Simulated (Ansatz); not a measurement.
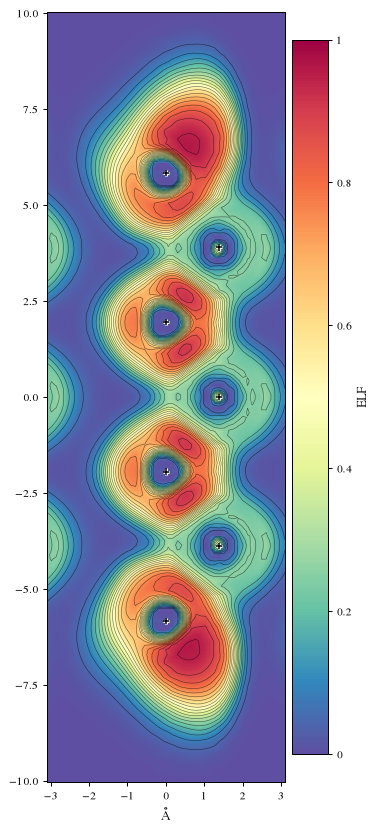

The electron localisation function on a plane through atoms (crosses mark nuclei in the plane).

The calculation used DFT PBE, scalar-relativistic, plane waves, PAW in Ansatz.

Candidates:
A. AlAs, a = 5.73 Å, b = 5.73 Å, c = 5.73 Å, α = 90.00°, β = 90.00°, γ = 90.00°. Space group F-43m.
B. GaP (slab), a = 3.89 Å, b = 5.51 Å, c = 26.68 Å, α = 90.00°, β = 90.00°, γ = 90.00°. Not relaxed (largest force 1.9 eV/Å).

Which candidate gave the map?

Candidate B: GaP on the (100) plane of the calculation cell, a cut from vacuum to vacuum, which holds P and Ga. Ga–P (2.38 Å): the ELF peaks at about 0.85 in the valence shell of P, 0.9 Å from its nucleus, and is about 0.70 at the midpoint.
